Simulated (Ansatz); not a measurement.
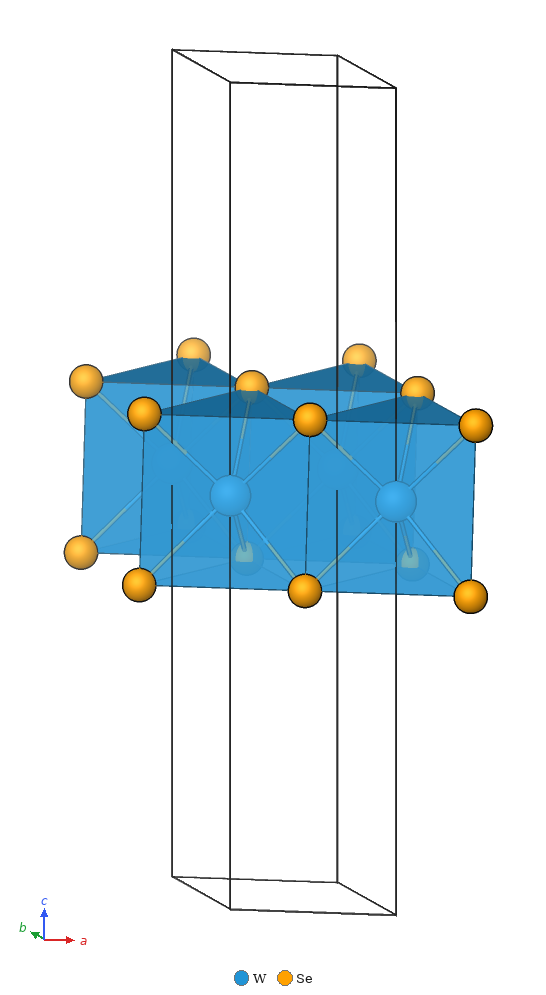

View from the side at a slight tilt, drawn as a polyhedral model. The edges of the simulation cell are marked. A few atoms beyond the faces are included.

WSe$_{2}$, a = 3.31 Å, b = 3.31 Å, c = 16.66 Å, α = 90.00°, β = 90.00°, γ = 120.00°.

The calculation used DFT r2SCAN, scalar-relativistic, plane waves, PAW (Ansatz 0.2.0), with a 500 eV plane-wave basis, a 12×12×2 mesh of k-points, Gaussian smearing of 0.05 eV, no spin polarisation.

### What is the band gap, if any?

A semiconductor at this level, with a gap of 0.79 eV on the k-mesh (the true edges may lie between mesh points, so the gap can be somewhat smaller).

Starting structure: a structure listed in the Materials Project. The cell was then strained or its atoms displaced on purpose. It went into a calculation with Ansatz.

At this level of theory the run's own cell isn't at rest (forces up to 3.5 eV/Å), so its distances can differ from those at equilibrium, the more so the softer the solid.
